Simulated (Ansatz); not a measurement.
System: TePb.

Input file:

```
crystal:
  lattice:
    - [9.1718242729, 0.0, 0.0]
    - [0.0, 4.5856043394, 0.0]
    - [0.0, 0.0, 6.4986712873]
  atoms:
    - { symbol: Te, position: [0.1250091976, 0.75, 0.2499582014] }
    - { symbol: Te, position: [0.6250091976, 0.75, 0.2500417986] }
    - { symbol: Te, position: [0.3749908024, 0.25, 0.7499582014] }
    - { symbol: Te, position: [0.8749908024, 0.25, 0.7500417986] }
    - { symbol: Pb, position: [0.1248015682, 0.75, 0.750131161] }
    - { symbol: Pb, position: [0.6248015682, 0.75, 0.749868839] }
    - { symbol: Pb, position: [0.3751984318, 0.25, 0.250131161] }
    - { symbol: Pb, position: [0.8751984318, 0.25, 0.249868839] }
kpoints:
  mp_grid: { grid: [2, 4, 2] }
  band_path:
    path:
      - [0.0, 0.0, 0.0]
      - [0.5, 0.0, 0.0]
      - [0.5, 0.5, 0.0]
      - [0.0, 0.5, 0.0]
      - [0.0, 0.0, 0.5]
      - [0.5, 0.0, 0.5]
      - [0.5, 0.5, 0.5]
      - [0.0, 0.5, 0.5]
    npoints: 1
hamiltonian:
  xc: pbe0
scf:
  occupations: { method: fixed }
  n_extra_bands: 6
output:
  forces: true
  stress: true
  eigenvalues: true
  write_density: true
  write_potential: true
  elf: true
  volumetric_format: npy
```

Launched as:

```sh
ansatz run input.yaml --threads 4 --pin off --max-ram 5529MiB --backend cpu --events-out ev --progress --plain --runs-dir out
```

Space group Fm-3m; a structure from a database of computed crystals, not necessarily the ambient phase; started from the database structure prototype, which need not be the ambient phase.

These are results of Ansatz 0.2.0, DFT, PBE0, plane waves, PAW, not measurements.

What can the converged valence pseudo-density and electron localisation function tell about the bonding?

Te–Pb (3.24 Å): ρ at the midpoint is about 0.2 e/Å³; the ELF peaks at about 0.65 in the valence shell of Te, 1.3 Å from its nucleus, and drops to about 0.25 between the two atoms.

Does the calculation give a band gap?

It is gapped, with a Kohn–Sham gap of 1.8 eV on the k-point mesh, an upper bound to the gap of this method.

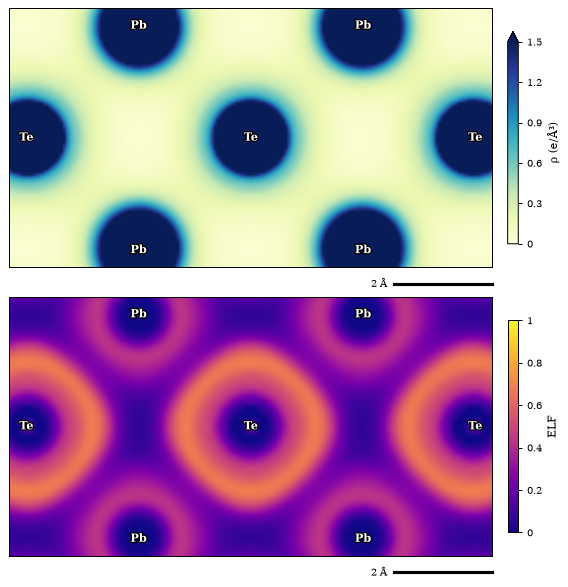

Computed valence pseudo-density and electron localisation function on the (001) plane of the calculation cell, in this order. 

In a PAW calculation such maps are meaningful between the atoms, not at the nuclei.
